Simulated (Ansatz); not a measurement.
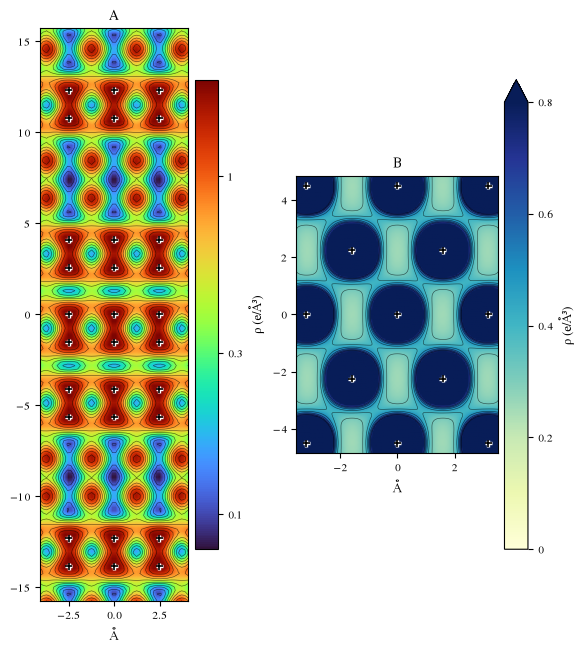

The valence charge density (pseudo) of 2 systems, each on a plane through atoms (crosses mark nuclei in the plane).

These are results of Ansatz, DFT LDA, scalar-relativistic, plane waves, PAW, not measurements.

System 1: W, the (101̄) plane of the conventional cell. Space group Im-3m; computed pressure about −14 GPa in this cell.

```
W
1.0
     3.18356    0.00000    0.00000
     0.00000    3.18356    0.00000
     0.00000    0.00000    3.18356
W
2
Cartesian
  0.0000 0.0000 0.0000
  1.5918 1.5918 1.5918
```

System 2: C, the (010) plane of the conventional cell. Space group R-3m.

**Match each panel to its system.**

Panel A is system 2, C: the plane holds C. C–C (1.53 Å): ρ is about 1.7 e/Å³ halfway. Panel B is system 1, W: the plane holds W. W–W (2.76 Å): ρ at the midpoint is about 0.4 e/Å³.
